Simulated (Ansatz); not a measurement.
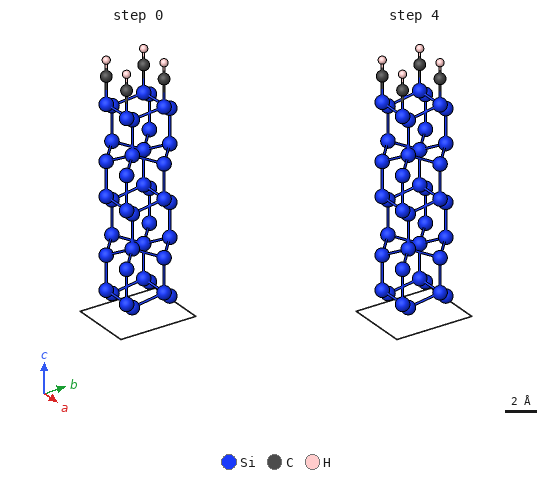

The structure of a slab of composition Si10HC (cut from the P6_3/mmc phase) before (left) and after (right) a constrained relaxation, at one scale.

The picture is a ball-and-stick view of the 2 × 2 repeat of the cell, outlined in the plane, without the vacuum, seen slightly off an axis.

Case: CH put at a top Si site. The slab is the (0 0 1) face of Si with CH on it. 5 atoms are held fixed.

All numbers below come from DFT PBEsol, scalar-relativistic, plane waves, PAW in Ansatz.

The input:
```yaml
crystal:
  lattice:
    - [3.8248883545, 0.0, 0.0]
    - [-1.9124441773, 3.3124504817, 0.0]
    - [0.0, 0.0, 33.545432599]
  atoms:
    - { symbol: Si, position: [0.3333333333, 0.6666666667, 0.2533876996] }
    - { symbol: Si, position: [0.6666666667, 0.3333333333, 0.2771414802] }
    - { symbol: Si, position: [0.6666666667, 0.3333333333, 0.3476524086] }
    - { symbol: Si, position: [0.3333333333, 0.6666666667, 0.371406189] }
    - { symbol: Si, position: [0.3333333333, 0.6666666667, 0.4419171174] }
    - { symbol: Si, position: [0.6666666667, 0.3333333333, 0.4657891345] }
    - { symbol: Si, position: [0.6666666667, 0.3333333333, 0.5364842437] }
    - { symbol: Si, position: [0.3333333333, 0.6666666667, 0.5597071144] }
    - { symbol: Si, position: [0.3333333333, 0.6666666667, 0.6312800744] }
    - { symbol: Si, position: [0.6666666667, 0.3333333333, 0.651191461] }
    - { symbol: C, position: [0.6666666667, 0.3333333333, 0.7072348581], spin: 1.0 }
    - { symbol: H, position: [0.6666666667, 0.3333333333, 0.7400262075] }
basis:
  ecutwfc: 420
kpoints:
  mp_grid: { grid: [9, 9, 1] }
hamiltonian:
  xc: pbesol
scf:
  occupations: { method: gaussian, width: 0.05 }
output:
  forces: true
  eigenvalues: true
  populations: true
  write_density: true
  write_potential: true
  elf: true
  volumetric_format: npy
magnetization:
  spin_polarized: true
relax:
  adjacent_minimum: "off"
  f_tol: 0.03
  max_steps: 70
  constraints: [{ sites: [0, 1, 2, 3, 4] }]
efield:
  axis: 3
  dipole_correction: true
  ramp_width: 0.04
```

Run as
```bash
ansatz run input.yaml --threads 1 --pin off --max-ram 2560MiB --backend cpu --events-out ev --progress --plain --runs-dir out
```

Summarise the run.

Answer. The atom that moves furthest is Si10 (0.14 Å along the normal (+c)). Largest moves by element: Si 0.14 Å, C 0.02 Å. H stays in place. The lattice vectors keep their values. Near-neighbour distances that change, for instance: Si10–C11 1.880 → 1.757 Å, Si9–Si10 2.307 → 2.360 Å, Si8–Si9 2.401 → 2.361 Å, C11–H12 1.100 → 1.085 Å. Bond angles that change, for instance: Si9–Si10–C11 106.8° → 110.6°, Si8–Si9–Si10 106.8° → 110.6°, Si10–Si9–Si10 112.0° → 108.3°. Over 3 accepted moves (4 points after the start) the energy falls by 0.192 eV per cell of the calculation. The largest force component goes from 2.5 to 0.021 eV/Å. 1 step only repeated the SCF at the same geometry.

Limits of the set-up: the periodic images lie only 3.8 Å apart, so the values are limited by the cell's size.
